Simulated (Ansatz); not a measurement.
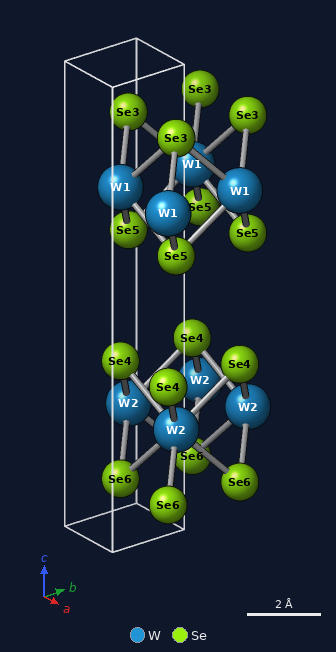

This is crystalline WSe2 (built on the database structure type). The picture is a ball-and-stick view of the cell of the calculation, repeated 2 × 2 × 1 with one cell outlined, seen slightly off an axis.

Level of theory: Ansatz 0.2.0, DFT, PBE, plane waves, PAW. (plane-wave cutoff 420 eV; k-point mesh 12 × 12 × 2; occupations fermi dirac; smearing width 0.02 eV; no spin polarisation)

Now this is done to it. The cell is strained by +2.9 % along c and −5.8 % across it (volume −8.6 %) and the Se atoms are displaced by 0.03 Å relative to the cell: Se4 0.03 Å along +c. No relaxation follows.

### What is the effect?

Energy change: +132 meV per atom. The pressure goes from 3.4 to 14.9 GPa. The principal stresses (compression positive) are 5.5 GPa along c and 19.6 GPa across it. The largest forces, 0.33 eV/Å, act on Se3, Se4, Se5 and Se6; on Se3 it points along +c. Some distances before and after: Se–W 2.530 → 2.499 Å. The space group stays P6_3/mmc (No. 194).

The changed structure in the same view:

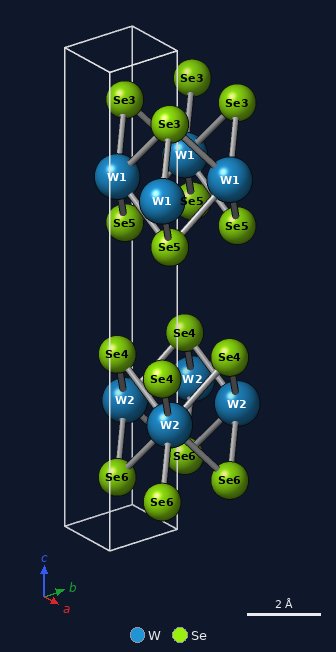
